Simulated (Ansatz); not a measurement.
System: fluorite-type CaF$_{2}$, space group Fm-3m (No. 225), 3 atoms in the primitive cell, relaxed with r2SCAN; cubic a = 5.439 Å. Starting point: PBE, Ansatz PAW set, no spin polarisation, no spin-orbit coupling, 6×6×6 k mesh, 420 eV cutoff, fixed occupations (Ansatz 0.2.0). Many-body step: G0W0 with empty bands 120, screening cutoff 120 eV and frequency treatment contour deformation.

In PBE the smallest gap over these k points is 7.38 eV, with direct gaps of 7.63 eV at Γ, 8.16 eV at X and 10.29 eV at L.

What does G0W0 give?

Answer. Over the k points that were corrected, the smallest gap goes from 7.38 eV in PBE (X to Γ) to 10.41 eV in G0W0 (X to Γ), a change of +3.03 eV (+41 %). Counted from the valence top, the lowest empty level moves by +3.03 eV at Γ, +4.33 eV at X and +5.14 eV at L; over the 16 points that were corrected the shifts run from +3.03 to +5.14 eV: a spread of 2.11 eV on a mean of 4.13 eV, so one scissor shift doesn't describe this level. Only two empty levels a point were corrected, so a higher one could drop under them. The top filled level also moves against the valence top, by −0.14 eV at L. The quasiparticle weight (renormalisation factor) lies between 0.79 and 0.88 for the top filled and first empty levels.

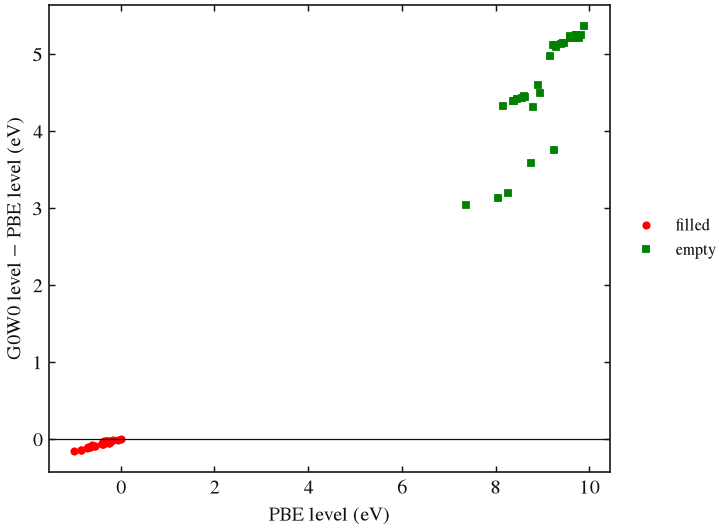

Change of each level from PBE to G0W0 against its PBE energy, both sets counted from their own valence top.

```
k point  PBE direct gap (eV)  G0W0 direct gap (eV)
      Γ                 7.63                 10.72
      X                 8.16                 12.49
      L                10.29                 15.57
```

Bands, cutoffs and mesh are finite, so these values aren't at the basis limit.
